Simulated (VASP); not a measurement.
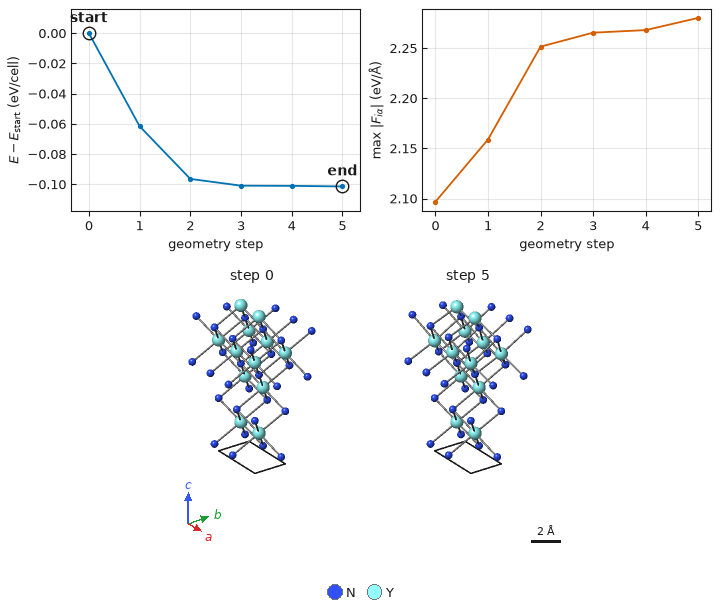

First and last geometry of a relaxation of a slab of composition YN, with the history of the run. A ball-and-stick model of the 2 × 1 repeat of the cell, outlined in the plane, without the vacuum, seen slightly off an axis.

The run lets the atoms move in a fixed cell. 4 atoms are held fixed.

All numbers below come from Kohn-Sham DFT of a periodic cell, PBE with TS, VASP PAW PBE potentials, recommended (VASP 6.6.1).

Input file:
```
ALGO = Fast
DIPOL = 0.5 0.5 0.500
EDIFF = 1E-7
EDIFFG = -0.02
ENCUT = 520
GGA = PE
IBRION = 2
IDIPOL = 3
ISIF = 2
ISMEAR = 0
IVDW = 2
LASPH = True
LCHARG = False
LDIPOL = True
LREAL = False
LWAVE = False
NELM = 60
NSW = 60
PREC = Accurate
SIGMA = 0.05
```

Launched with:
```bash
cat potpaw_PBE.64/N/POTCAR potpaw_PBE.64/Y_sv/POTCAR > POTCAR
mpirun -np 1 vasp_std > vasp.out
```

Question: Read the history and describe the run.

Answer: It converged. After 5 geometry steps the energy has fallen by 0.101 eV per cell of the calculation. The largest force component goes from 2.1 to 2.3 eV/Å. A Y atom moves most: 0.10 Å along the normal (−c). By element the largest moves are Y 0.10 Å, N 0.10 Å. The lattice vectors keep their values. Some distances before and after: N–Y 2.439 → 2.329 Å, N–Y 2.439 → 2.537 Å, N–Y 2.438 → 2.372 Å, Y–Y 3.449 → 3.395 Å. Bond angles that change, for instance: Y–N–Y 180.0° → 172.9°, N–Y–N 90.0° → 95.5°, Y–N–Y 90.0° → 95.5°.
